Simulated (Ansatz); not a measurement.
**BaH2 (Pnma): the gap up the ladder of methods**

Wanted: a ladder of band gaps for BaH2 (Pnma), from density functionals to G0W0.

Method: density functionals, hybrids and G0W0, plane waves, PAW, in Ansatz 0.2.0.

## Step 1: Set-up

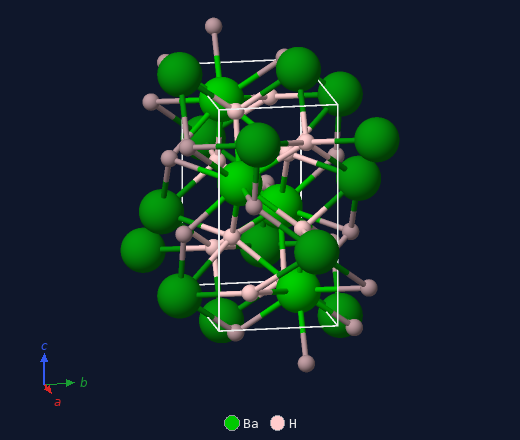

Start, viewed slightly off an axis; barium green, hydrogen pink. Some periodic images of atoms are drawn too.

Coordinates:

```cif
data_structure
_symmetry_space_group_name_H-M 'P 1'
_symmetry_Int_Tables_number 1
_cell_length_a 6.7920
_cell_length_b 4.1680
_cell_length_c 7.8580
_cell_angle_alpha 90.000
_cell_angle_beta 90.000
_cell_angle_gamma 90.000
_cell_volume 222.45
loop_
_atom_site_label
_atom_site_type_symbol
_atom_site_fract_x
_atom_site_fract_y
_atom_site_fract_z
_atom_site_occupancy
Ba1 Ba 0.26029 0.25000 0.88863 1
Ba2 Ba 0.23971 0.75000 0.38863 1
Ba3 Ba 0.76029 0.25000 0.61137 1
Ba4 Ba 0.73971 0.75000 0.11137 1
H5 H 0.04300 0.25000 0.17400 1
H6 H 0.45700 0.75000 0.67400 1
H7 H 0.54300 0.25000 0.32600 1
H8 H 0.95700 0.75000 0.82600 1
H9 H 0.64600 0.25000 0.91350 1
H10 H 0.85400 0.75000 0.41350 1
H11 H 0.14600 0.25000 0.58650 1
H12 H 0.35400 0.75000 0.08650 1
```

The cell and positions come from the Crystallography Open Database and are kept as given unless a step says otherwise. Spin-orbit coupling is left out unless a step names it.

The logs state that the PAW files were generated under PBE.

## Step 2: LDA on the 4×6×4 mesh

Levels along a band path and on the mesh show where this functional puts the band edges.

This step: DFT, LDA, plane waves, PAW; PAW set soft_1.

File input.yaml:

```yaml
crystal:
  lattice:
    - [6.792, 0.0, 0.0]
    - [0.0, 4.168, 0.0]
    - [0.0, 0.0, 7.858]
  atoms:
    - { symbol: Ba, position: [0.26029, 0.25, 0.88863] }
    - { symbol: Ba, position: [0.23971, 0.75, 0.38863] }
    - { symbol: Ba, position: [0.76029, 0.25, 0.61137] }
    - { symbol: Ba, position: [0.73971, 0.75, 0.11137] }
    - { symbol: H, position: [0.043, 0.25, 0.174] }
    - { symbol: H, position: [0.457, 0.75, 0.674] }
    - { symbol: H, position: [0.543, 0.25, 0.326] }
    - { symbol: H, position: [0.957, 0.75, 0.826] }
    - { symbol: H, position: [0.646, 0.25, 0.9135] }
    - { symbol: H, position: [0.854, 0.75, 0.4135] }
    - { symbol: H, position: [0.146, 0.25, 0.5865] }
    - { symbol: H, position: [0.354, 0.75, 0.0865] }
kpoints:
  mp_grid: { grid: [4, 6, 4] }
  band_path:
    path:
      - [[0.0, 0.0, 0.0], [0.5, 0.0, 0.0], [0.5, 0.5, 0.0], [0.0, 0.5, 0.0], [0.0, 0.0, 0.0], [0.0, 0.0, 0.5], [0.5, 0.0, 0.5], [0.5, 0.5, 0.5], [0.0, 0.5, 0.5], [0.0, 0.0, 0.5]]
      - [[0.5, 0.0, 0.0], [0.5, 0.0, 0.5]]
      - [[0.0, 0.5, 0.0], [0.0, 0.5, 0.5]]
      - [[0.5, 0.5, 0.0], [0.5, 0.5, 0.5]]
    npoints: 10
hamiltonian:
  xc: lda
  pseudopotentials: { kind: paw, azcp: { folder: soft_1 }, xc_functional: pbe }
scf:
  occupations: { method: fermi_dirac, width: 0.02 }
  n_extra_bands: 8
output:
  eigenvalues: true
  write_density: true
  write_potential: true
  elf: true
  volumetric_format: npy
```

Run with:

```sh
$ ansatz run input.yaml --threads 3 --pin off --max-ram 92160MiB --backend cuda --events-out ev --progress --plain --runs-dir out --devices 1 --max-vram 13GiB
```

Numbers of over 12 decimals in the logs are rounded to 6 here.

What it wrote:

```text
scf.n_extra_bands = 8 over 24 filled bands (N_el = 48.0): the run solves 32 bands
GPUs: using 1 of 1 available (devices: 1).
Engine: ansatz 0.2.0, x86_64-unknown-linux-gnu
Pseudopotentials: kind: paw
Pseudopotential: Ba, paw, valence charge 10, recommended cutoff 420 eV (normal), soft_1/Ba.paw.azcp
Pseudopotential: H, paw, valence charge 1, recommended cutoff 420 eV (normal), soft_1/H.paw.azcp
Functional definition: SPW92
  exchange = slater_x
  correlation = pw_c
device memory: the entry about to start is reckoned to put 4.0 GiB on a device that reports 57.7 GiB free (of which the cap on the GPU budget leaves the run 13.0 GiB)
GPU FFT provider: cuFFT
GPU libraries: cuBLAS 13.8.2, cuFFT 12.4.0, cuSOLVER 12.3.4
Crystal: 12 atoms, lattice volume = 222.453 Å³
Basis set: ecut = 420 eV, 4329 PW (Γ)
Bands: 32, of which v1, the nominal top of the filled ones, is band 24 counted from 1 (23 counted from 0)
Symmetry: 8 space group operations
Space group: Pnma (ITA 62), of the structure as read, at distance tolerance 6.1e-5 Å
k-points: 36 of 96
Non-local potential: Ba, projectors of the file, l = 0: 3, l = 1: 2, l = 2: 2, l = 3: 2
Non-local potential: H, projectors of the file, l = 0: 2, l = 1: 1
PAW form: soft (Blöchl's): semilocal exchange-correlation on the pseudo side does not see the compensation charge
PAW frozen core: Ba, regenerated for the run's functional, and the local potential with it (the file was generated under x = pbe(κ = 0.804, μ = 0.219515), c = pbe(β = 0.066725))
PAW one-centre angular grid: Ba, 194 points (default); XC on 64 Gauss nodes
PAW one-centre angular grid: H, 110 points (default); XC on 64 Gauss nodes
Initial density: superposition of atomic densities (chi_scale 0.1, normalization cell, long waves kept (reshape's long-wave potential 0.00 eV rms))
Initial wavefunctions: pseudopotential atomic-orbital guess
GPU buffer pool allocated for 77760 grid points (all kernels)
GPU transforms: local potential and band sums: pruned to the plane-wave sphere, on 45×27×54
Functional: x = slater, c = lda
SCF iter   1: F=—  HF=-23251.745677 eV  |F-HF|=—  |Δ(HF+E_count)|=         —  Δρ=4.16e-2  dr2=4.75e0  ethr=3.10e-3  ⟨swp⟩=10.5  Hψ=6394  notcnv=0
preconditioner: auto → Resta (q_TF=auto, 2.113 Å⁻¹)  ε∞=3.0  [insulator: Δε(μ)=3.236 eV  Ē_g=11.221 eV  σ=0.020 eV  W_gap=1.00  n_scr=38 (ndim 8)  ℏωp=15.7 eV  f_vac=0.000  D(μ)=0.00/eV (n_scr^D=0)  ε∞_Penn≈3.0]
SCF iter   2: F=—  HF=-23250.418431 eV  |F-HF|=—  |Δ(HF+E_count)|=    1.33e0  Δρ=1.69e-2  dr2=9.11e-1  ethr=3.10e-3  ⟨swp⟩=2.0  Hψ=1908  notcnv=0  defer=108
SCF iter   3: F=—  HF=-23250.180506 eV  |F-HF|=—  |Δ(HF+E_count)|=   2.38e-1  Δρ=3.28e-3  dr2=1.77e-2  ethr=1.90e-3  ⟨swp⟩=2.0  Hψ=1511  notcnv=0  defer=108
SCF iter   4: F=—  HF=-23250.186639 eV  |F-HF|=—  |Δ(HF+E_count)|=   6.13e-3  Δρ=3.67e-4  dr2=3.86e-4  ethr=3.69e-5  ⟨swp⟩=2.9  Hψ=1857  notcnv=0  defer=108
SCF iter   5: F=—  HF=-23250.186674 eV  |F-HF|=—  |Δ(HF+E_count)|=   3.54e-5  Δρ=6.71e-5  dr2=9.03e-6  ethr=8.03e-7  ⟨swp⟩=2.1  Hψ=1392  notcnv=0  defer=108
SCF iter   6: F=—  HF=-23250.186727 eV  |F-HF|=—  |Δ(HF+E_count)|=   5.26e-5  Δρ=1.25e-5  dr2=4.35e-7  ethr=1.88e-8  ⟨swp⟩=2.7  Hψ=1774  notcnv=0  defer=108
SCF iter   7: F=-23250.186727 eV  HF=-23250.186727 eV  |F-HF|=8.08e-10  |Δ(HF+E_count)|=   5.21e-8  Δρ=1.58e-6  dr2=5.45e-9  ethr=2.08e-10  ⟨swp⟩=9.7  Hψ=4147  notcnv=0
SCF 1 converged in 7 iterations: F = -23250.186727 eV  dr2 = 5.45e-9
[...]
device memory: the entry about to start is reckoned to put 2.5 GiB on a device that reports 66.4 GiB free (of which the cap on the GPU budget leaves the run 13.0 GiB)
NSCF: frozen V_eff on 124 k-points
SCF converged after 7 iterations
Free energy (F): -23250.186727 eV
Harris-Foulkes:  -23250.186727 eV  (|F-HF|=8.08e-10)
Internal energy: -23250.186727 eV  (E = F + TS)
E sigma→0 (E₀):  -23250.186727 eV
Fermi energy:    5.834077 eV
--- Per-component energies (eV) ---
  E_band       = -276.104440
  E_kinetic    = 735.292762
  E_local      = -1393.262014  (includes V_loc(G=0)·N_el)
  E_nonlocal   = 388.451460
  E_hartree    = 389.055874
  E_xc         = -853.745017
  E_vxc        = -602.391816  (∫ρ·V_xc dr)
  E_paw        = -20113.442568  (= ΣΔE_a)
  E_vpaw       = -182.299012  (= ΣTr[D̂ρ^β])
  E_aug_tail   = -0.006779  (compensation charges beyond the density's cutoff)
  E_ewald      = -2403.660525
  E_core_change = 1.130079  (= ΣΔE_core)
  E_smearing   = -0.000000  (= −TS)
  E_closure    = 0.000000  (closes the sum)
  Σ components = -23250.186727   (vs F -23250.186727, Δ=0.00e0)
--- Band table (eV; the first three rows and the last of 36) ---
  k-point 0: bands = [... 20 lower, 3.7970, 3.9636, 4.3918, 4.5057, 7.8850, 8.1887, 8.4710, 8.8046, ... 4 higher]
  k-point 1: bands = [... 20 lower, 3.8741, 4.0118, 4.3243, 4.4356, 7.6220, 8.0672, 8.2909, 8.3718, ... 4 higher]
  k-point 2: bands = [... 20 lower, 4.0288, 4.0288, 4.2779, 4.2779, 7.6677, 7.6677, 8.0635, 8.0635, ... 4 higher]
  k-point 35: bands = [... 20 lower, 3.9535, 3.9535, 3.9535, 3.9535, 7.8339, 7.8339, 7.8339, 7.8339, ... 4 higher]
```

It took 10 s on 1 × NVIDIA H100 80GB HBM3 (shared by 6 runs) with 3 threads of AMD EPYC 7R13 (Zen 3), shared host; peak memory 1.1 GiB.

This step gave:

```yaml
filled_bands: 24
gap: 2.630 eV
valence_top_at: k = (0.250, 0.000, 0.000)
conduction_bottom_at: k = (0.500, 0.350, 0.000)
least_direct_gap: 3.170 eV
```

Over mesh and path the gap is 2.630 eV, from k = (0.250, 0.000, 0.000) to k = (0.500, 0.350, 0.000). The least direct gap found is 3.170 eV, at k = (-0.500, 0.333, 0.000). On the 4×6×4 mesh alone the same run gives 2.633 eV, so that mesh misses an edge of LDA: 2.633 − 2.630 = +0.003 eV.

## Step 3: LDA+SOC on the 4×6×4 mesh

This run has two-component orbitals with spin-orbit coupling.

This step: DFT, LDA with spin-orbit coupling, plane waves, PAW; PAW set soft_1.

input.yaml, the sections that differ from step 2:

```yaml
kpoints:
  mp_grid: { grid: [4, 6, 4] }
  band_path:
    path:
      - [0.0, 0.0, 0.0]
      - [0.5, 0.0, 0.0]
      - [0.5, 0.5, 0.0]
      - [0.0, 0.5, 0.0]
      - [0.0, 0.0, 0.5]
      - [0.5, 0.0, 0.5]
      - [0.5, 0.5, 0.5]
      - [0.0, 0.5, 0.5]
      - [0.25, 0.0, 0.0]
      - [0.5, 0.35, 0.0]
      - [-0.5, 0.3333333333, 0.0]
    npoints: 1
hamiltonian:
  xc: lda
  pseudopotentials: { kind: paw_fr, azcp: { folder: soft_1 }, xc_functional: pbe }
scf:
  occupations: { method: fixed }
  n_extra_bands: 16
magnetization:
  noncollinear: true
  spin_orbit: true
# crystal, output: as in step 2
```

What it wrote:

```text
[...]
GPUs: using 1 of 1 available (devices: 1).
[...]
non-collinear run that drives no moment, with spin-orbit: no starting moment large enough to seed its density (crystal.atoms[].spin), no starting occupations that ask for one, no magnetisation constraint and no magnetic field, so the semilocal B_xc is pinned to zero
[...]
GPU FFT provider: cuFFT
GPU libraries: cuBLAS 13.8.2, cuFFT 12.4.0, cuSOLVER 12.3.4
Crystal: 12 atoms, lattice volume = 222.453 Å³
Basis set: ecut = 420 eV, 4329 PW (Γ)
Bands: 64, of which v1, the nominal top of the filled ones, is band 48 counted from 1 (47 counted from 0)
Symmetry: 8 space group operations + 8 with time reversal
[...]
k-points: 36 of 96
Projection manifold: j_resolved (fully-relativistic pseudo-atomic orbitals)
[...]
GPU buffer pool allocated for 77760 grid points (all kernels)
[...]
site 7: m = (+0.0000, +0.0000, +0.0000) μB, |m| = 0.0000 μB  (R = 1.11 Å)
  site 8: m = (+0.0000, +0.0000, +0.0000) μB, |m| = 0.0000 μB  (R = 1.03 Å)
  site 9: m = (+0.0000, +0.0000, +0.0000) μB, |m| = 0.0000 μB  (R = 1.03 Å)
  site 10: m = (+0.0000, +0.0000, +0.0000) μB, |m| = 0.0000 μB  (R = 1.03 Å)
  site 11: m = (+0.0000, +0.0000, +0.0000) μB, |m| = 0.0000 μB  (R = 1.03 Å)
Free energy (F): -23268.556793 eV
[...]
Internal energy: -23268.556793 eV  (E = F + TS)
E sigma→0 (E₀):  -23268.556793 eV
Fermi energy:    4.522012 eV
[...]
--- Band table (eV; the first three rows and the last of 36) ---
  k-point 0: bands = [... 44 lower, 4.3885, 4.3885, 4.5088, 4.5088, 7.8842, 7.8842, 8.1827, 8.1827, ... 12 higher]
  k-point 1: bands = [... 44 lower, 4.3220, 4.3220, 4.4425, 4.4425, 7.6198, 7.6198, 8.0654, 8.0654, ... 12 higher]
  k-point 2: bands = [... 44 lower, 4.2855, 4.2855, 4.2855, 4.2855, 7.6660, 7.6660, 7.6660, 7.6660, ... 12 higher]
  k-point 35: bands = [... 44 lower, 3.9547, 3.9547, 3.9547, 3.9547, 7.8247, 7.8247, 7.8247, 7.8247, ... 12 higher]
[key lines of the parts left out:]
SCF converged after 7 iterations
Magnetization: |M| = 0.0000 μB,  M = (+0.0000, +0.0000, +0.0000) μB
```

Wall time 17 s (1 × NVIDIA H100 80GB HBM3 (shared by 6 runs) with 3 threads); peak memory 1.3 GiB; 24 s of CPU time.

This step gave:

```
gap                  : 2.626 eV
valence top at       : k = (0.250, 0.000, 0.000)
conduction bottom at : k = (0.500, 0.350, 0.000)
least direct gap     : 3.094 eV
```

Over mesh and listed points the gap is 2.626 eV, from k = (0.250, 0.000, 0.000) to k = (0.500, 0.350, 0.000). The least direct gap found is 3.094 eV, at k = (-0.500, 0.333, 0.000). On the 4×6×4 mesh alone the same run gives 2.630 eV, so that mesh misses an edge of LDA+SOC: 2.630 − 2.626 = +0.004 eV. LDA+SOC against LDA: 2.626 − 2.630 = −0.004 eV, with the same mesh, set of files (read in its fully relativistic form for the spin-orbit run) and cutoff, and both edges at the same k points. The spin-orbit run sees mesh and listed points alone, so its gap is an upper bound: the coupling can move an edge off these points, and the change over the zone, its sign included where it is small, is not known.

## Step 4: r2SCAN on the 4×6×4 mesh

r2SCAN is a meta-GGA: it depends on the kinetic-energy density as well as on the density and its gradient.

This step: DFT, r2SCAN, plane waves, PAW; PAW set soft_1.

input.yaml: that of step 3 with these lines changed.

```diff
@@ -35,15 +35,8 @@
 hamiltonian:
-  xc: lda
-  pseudopotentials: { kind: paw_fr, azcp: { folder: soft_1 }, xc_functional: pbe }
+  xc: r2scan
+  pseudopotentials: { kind: paw, azcp: { folder: soft_1 } }
 scf:
   occupations: { method: fixed }
-  n_extra_bands: 16
-magnetization:
-  noncollinear: true
-  spin_orbit: true
+  n_extra_bands: 8
 output:
   eigenvalues: true
-  write_density: true
-  write_potential: true
-  elf: true
-  volumetric_format: npy
```

What it wrote:

```text
[...]
GPUs: using 1 of 1 available (devices: 1).
[...]
GPU FFT provider: cuFFT
GPU libraries: cuBLAS 13.8.2, cuFFT 12.4.0, cuSOLVER 12.3.4
Crystal: 12 atoms, lattice volume = 222.453 Å³
Basis set: ecut = 500 eV, 5687 PW (Γ), exchange–correlation on 200×128×240 points (64 copies of the dense FFT grid, shifted against one another)
[...]
--- Band table (eV; the first three rows and the last of 36) ---
  k-point 0: bands = [... 20 lower, 3.7470, 3.8990, 4.3126, 4.4285, 8.5197, 8.8402, 9.1068, 9.4445, ... 4 higher]
  k-point 1: bands = [... 20 lower, 3.8191, 3.9622, 4.2515, 4.3638, 8.2527, 8.7372, 8.9143, 9.0261, ... 4 higher]
  k-point 2: bands = [... 20 lower, 3.9683, 3.9683, 4.2213, 4.2213, 8.2925, 8.2925, 8.7378, 8.7378, ... 4 higher]
  k-point 35: bands = [... 20 lower, 3.8874, 3.8874, 3.8874, 3.8874, 8.4755, 8.4755, 8.4755, 8.4755, ... 4 higher]
[key lines of the parts left out:]
SCF converged after 7 iterations
Free energy (F): -23993.469628 eV
Fermi energy:    4.444743 eV
```

It took 16 s on 1 × NVIDIA H100 80GB HBM3 (shared by 6 runs) with 3 threads; peak memory 1.2 GiB; 20 s of CPU time.

Numbers from this step:

```yaml
gap: 3.365 eV
valence_top_at: k = (0.250, 0.000, 0.000)
conduction_bottom_at: k = (0.500, 0.350, 0.000)
least_direct_gap: 3.889 eV
```

Over mesh and listed points the gap is 3.365 eV, from k = (0.250, 0.000, 0.000) to k = (0.500, 0.350, 0.000). The least direct gap found is 3.889 eV, at k = (0.000, 0.000, 0.250). On the 4×6×4 mesh alone the same run gives 3.366 eV, so that mesh misses an edge of r2SCAN: 3.366 − 3.365 = +0.001 eV. r2SCAN against LDA: 3.365 − 2.630 = +0.735 eV. The runs also differ in plane-wave cutoff (420 eV and 500 eV), so how much of this comes from the functional alone is not known.

## Step 5: HSE06 on the 2×4×2 mesh

HSE06 mixes in a quarter of exact exchange at short range.

This step: DFT, HSE06, plane waves, PAW; PAW set soft_1.

input.yaml: that of step 4 with these lines changed.

```diff
@@ -19,3 +19,3 @@
 kpoints:
-  mp_grid: { grid: [4, 6, 4] }
+  mp_grid: { grid: [2, 4, 2] }
   band_path:
@@ -35,3 +35,3 @@
 hamiltonian:
-  xc: r2scan
+  xc: hse06
   pseudopotentials: { kind: paw, azcp: { folder: soft_1 } }
```

What it wrote:

```text
[...]
GPUs: using 1 of 1 available (devices: 1).
[...]
davidson cushion auto → on  (no smearing: the cushion is to keep the highest requested band from converging to the state above it; pin scf.eigensolver.cushion to override)
[...]
GPU FFT provider: cuFFT
GPU libraries: cuBLAS 13.8.2, cuFFT 12.4.0, cuSOLVER 12.3.4
Crystal: 12 atoms, lattice volume = 222.453 Å³
Basis set: ecut = 420 eV, 4329 PW (Γ)
[...]
E sigma→0 (E₀):  -23951.969407 eV
Fermi energy:    4.019162 eV
[...]
--- Band table (eV; the first three rows and the last of 12) ---
  k-point 0: bands = [... 20 lower, 3.2924, 3.4035, 3.8469, 4.0192, 8.6789, 8.9675, 9.3175, 9.6411, ... 4 higher]
  k-point 1: bands = [... 20 lower, 3.5265, 3.5265, 3.7749, 3.7749, 8.4446, 8.4446, 8.8820, 8.8820, ... 4 higher]
  k-point 2: bands = [... 20 lower, 3.1845, 3.4523, 3.4621, 3.5783, 8.3960, 8.5783, 9.2152, 9.5409, ... 4 higher]
  k-point 11: bands = [... 20 lower, 3.3973, 3.3973, 3.3973, 3.3973, 8.6042, 8.6042, 8.6042, 8.6042, ... 4 higher]
[key lines of the parts left out:]
Free energy (F): -23951.969407 eV
```

Elapsed: 30 s, on 1 × NVIDIA H100 80GB HBM3 (shared by 6 runs) with 3 threads; peak memory 1.3 GiB.

This step gave:

```yaml
gap: 3.901 eV
valence_top_at: Γ
conduction_bottom_at: k = (0.500, 0.350, 0.000)
least_direct_gap: 4.506 eV
exact_exchange_fraction: 0.25
```

Over mesh and listed points the gap is 3.901 eV, from k = Γ to k = (0.500, 0.350, 0.000). The least direct gap found is 4.506 eV, at k = (-0.500, 0.333, 0.000). On the 2×4×2 mesh alone the same run gives 4.051 eV, so that mesh misses an edge of HSE06: 4.051 − 3.901 = +0.150 eV. HSE06 against LDA: 3.901 − 2.630 = +1.271 eV. The runs also differ in mesh (4×6×4 and 2×4×2), and the valence top lies at another k point, so how much of this comes from the functional alone is not known.

## Step 6: PBE0 on the 2×4×2 mesh

PBE0 mixes in a quarter of exact exchange at all distances.

This step: DFT, PBE0, plane waves, PAW; PAW set soft_1.

input.yaml: that of step 5 with these lines changed.

```diff
@@ -35,3 +35,3 @@
 hamiltonian:
-  xc: hse06
+  xc: pbe0
   pseudopotentials: { kind: paw, azcp: { folder: soft_1 } }
```

What it wrote:

```text
[...]
GPUs: using 1 of 1 available (devices: 1).
[...]
GPU FFT provider: cuFFT
GPU libraries: cuBLAS 13.8.2, cuFFT 12.4.0, cuSOLVER 12.3.4
Crystal: 12 atoms, lattice volume = 222.453 Å³
Basis set: ecut = 420 eV, 4329 PW (Γ)
Bands: 32, of which v1, the nominal top of the filled ones, is band 24 counted from 1 (23 counted from 0)
Symmetry: 8 space group operations
[...]
k-points: 12 of 16
[...]
E sigma→0 (E₀):  -23947.908198 eV
Fermi energy:    3.644574 eV
[...]
--- Band table (eV; the first three rows and the last of 12) ---
  k-point 0: bands = [... 20 lower, 2.9003, 3.0140, 3.4601, 3.6446, 9.0309, 9.3172, 9.6777, 10.0064, ... 4 higher]
  k-point 1: bands = [... 20 lower, 3.1388, 3.1388, 3.3899, 3.3899, 8.7911, 8.7911, 9.2326, 9.2326, ... 4 higher]
  k-point 2: bands = [... 20 lower, 2.7856, 3.0609, 3.0706, 3.1930, 8.7398, 8.9245, 9.5726, 9.8980, ... 4 higher]
  k-point 11: bands = [... 20 lower, 3.0065, 3.0065, 3.0065, 3.0065, 8.9500, 8.9500, 8.9500, 8.9500, ... 4 higher]
[key lines of the parts left out:]
Free energy (F): -23947.908198 eV
```

Wall time 31 s (1 × NVIDIA H100 80GB HBM3 (shared by 6 runs) with 3 threads); peak memory 1.3 GiB; 37 s of CPU time.

This step gave:

- gap: 4.613 eV
- valence top at: Γ
- conduction bottom at: k = (0.500, 0.350, 0.000)
- least direct gap: 5.234 eV
- exact-exchange fraction: 0.25

Over mesh and listed points the gap is 4.613 eV, from k = Γ to k = (0.500, 0.350, 0.000). The least direct gap found is 5.234 eV, at k = (-0.500, 0.333, 0.000). On the 2×4×2 mesh alone the same run gives 4.768 eV, so that mesh misses an edge of PBE0: 4.768 − 4.613 = +0.155 eV. PBE0 against HSE06: 4.613 − 3.901 = +0.712 eV, with the same mesh, files and cutoff, and both edges at the same k points.

(Continued in part 2 of 2.)

[Paths, hosts, dates, memory and timing lines, banners, echoed tables and standing remarks are left out of the program output.]

[Logs are printed without paths, hosts, clocks, repeated set-up lines and the standing remarks that a program may print on its own settings, such as how far it seeks lower states.]

[Runs of the session that timed out or met a known fault of the program may be left out.]

[Cells called generated may have been cut or substituted from an entry of the Crystallography Open Database or the Materials Project.]

[Hosts, paths, dates, database ids (printed as entryN), source tags and the programs' standing remarks are cut or masked in the printed files.]

[Where an RPA ε∞ is given, it is that of the G0W0 mesh and is not shown converged in it. Names of k-points follow the symmetry that the program found, which can be lower than the space group named. Band edges on a path are those of the sampled points; other points can move an edge, and change direct to indirect where valleys lie close.]

[Hybrid gaps are those of their k-mesh and are not shown converged in it.]
